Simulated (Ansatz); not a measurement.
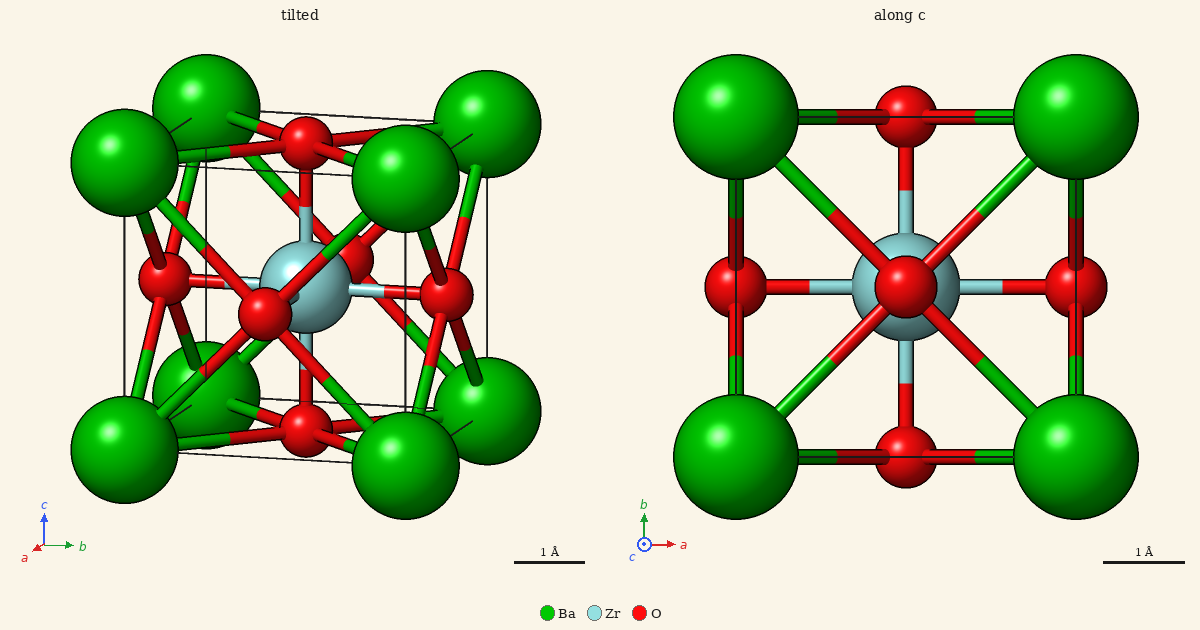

Ball-and-stick representation of a periodic structure, projected slightly off an axis and along the c axis. The conventional unit cell is drawn as a box.

BaZrO3, space group Pm-3m (No. 221), a = 4.21 Å, b = 4.21 Å, c = 4.21 Å, α = 90.00°, β = 90.00°, γ = 90.00°.

The calculation used Ansatz 0.2.0, DFT, HSE06, plane waves, PAW, with plane-wave cutoff 420 eV, 4×4×4 k-mesh, no spin polarisation.

### What is the electronic character?

An insulator at this level, with a gap of 4.69 eV, indirect; the smallest direct gap is 4.96 eV.

### State the hydrostatic pressure.

The computed pressure is -1.5 GPa (stretched: it would shrink).

The model was built from a structure type filled with these elements by a generator (whether the compound takes this form wasn't checked). Earlier steps of the study may have refined or changed the cell and positions. It was run through Ansatz as a DFT input.
